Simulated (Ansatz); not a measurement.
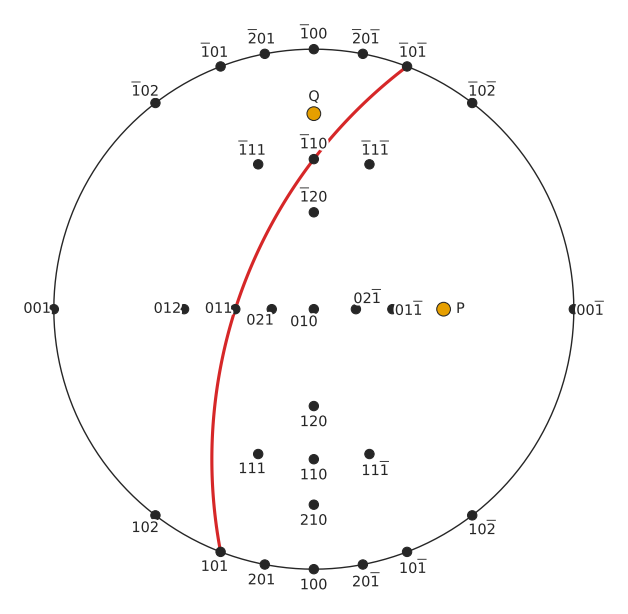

Stereographic projection of plane normals (upper hemisphere) centred on (0 1 0). Crystal: C, coordinates from a relaxation at fixed volume with DFT PBE+D3(BJ), scalar-relativistic, plane waves, PAW in Ansatz 0.2.0. The drawing is computed from the coordinates (standard cell, symmetry found to 0.002 Å).

a = 2.461 Å, b = 4.258 Å, c = 6.406 Å, α = 90.00°, β = 90.00°, γ = 90.00°.

Index the poles marked P, Q.

P is (0 1 −2), 53.0° from the centre; Q is (−2 1 0), 73.9° from the centre.

Which zone does the coloured great circle trace?

The zone [1 1 −1]: its poles satisfy h + k − l = 0.

What is the angle between the normals of (−2 0 −1) and (2 1 0), and what are their d_hkl = 1/|g|?

160.6°; d = 1.208 Å and 1.182 Å.
